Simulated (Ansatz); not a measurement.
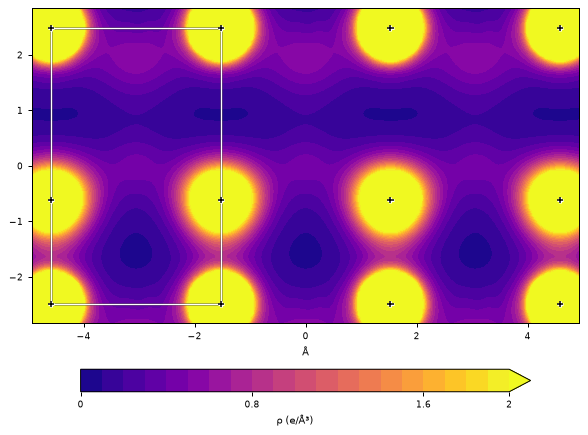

The valence charge density (pseudo) on a plane through atoms (crosses mark nuclei in the plane).

These are results of Ansatz 0.2.0, DFT, r2SCAN with spin-orbit coupling, plane waves, PAW, not measurements.

Candidates:
A. GaN, a = 3.06 Å, b = 3.06 Å, c = 4.98 Å, α = 90.00°, β = 90.00°, γ = 120.00°. Space group P6₃mc; started from the wurtzite prototype, which need not be the ambient phase; changed on purpose from its base cell (hydrostatic strain -4.0%); computed pressure about 31 GPa in this cell.
B. Ge, a = 4.12 Å, b = 4.12 Å, c = 6.79 Å, α = 90.00°, β = 90.00°, γ = 120.00°. Space group P6₃/mmc; started from the lonsdaleite (2H) prototype, which need not be the ambient phase; changed on purpose from its base cell (hydrostatic strain +3.0%); computed pressure about −5 GPa in this cell.

> Which candidate gave the map?

Candidate A: GaN on the (100) plane of the conventional cell, which holds Ga and N. Ga–N (1.87 Å): ρ at the midpoint is about 0.86 e/Å³.
